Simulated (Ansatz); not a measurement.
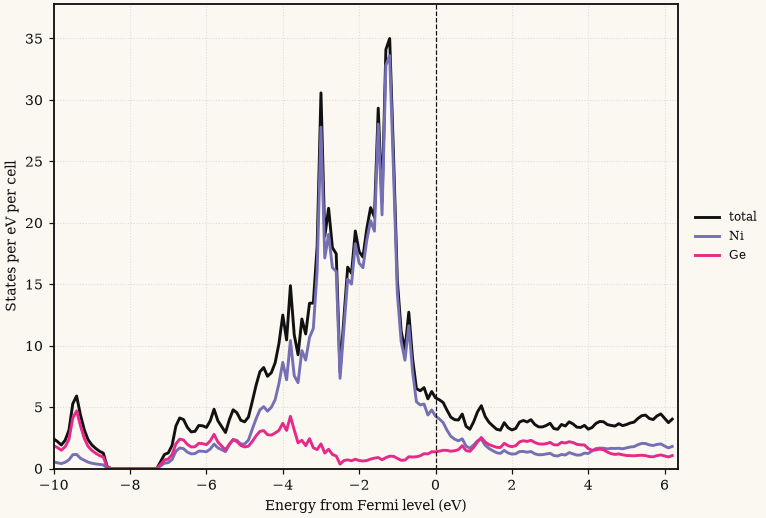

Density of states. Energies are counted from the Fermi level. The partial curves are projected on Löwdin-orthogonalised atomic shells.

System: Ni$_{7}$Ge$_{4}$, space group Imm2, 11 atoms in the cell.

Method: DFT PBEsol, scalar-relativistic, plane waves, PAW, no spin polarisation, 10×10×10 k mesh, 420 eV cutoff (Ansatz 0.2.0).

Q: What is the density of states at the Fermi level?

A: It is a metal. The density of states at the Fermi level is about 5.7 per eV and cell (mean within 0.25 eV), or 0.52 per atom.

Q: What carries the states at the Fermi level?

A: By projected weight, the states within 0.3 eV of the Fermi level are Ni (75 %) and Ge (25 %).

The run has no spin polarisation, so a magnetic state may lie lower.
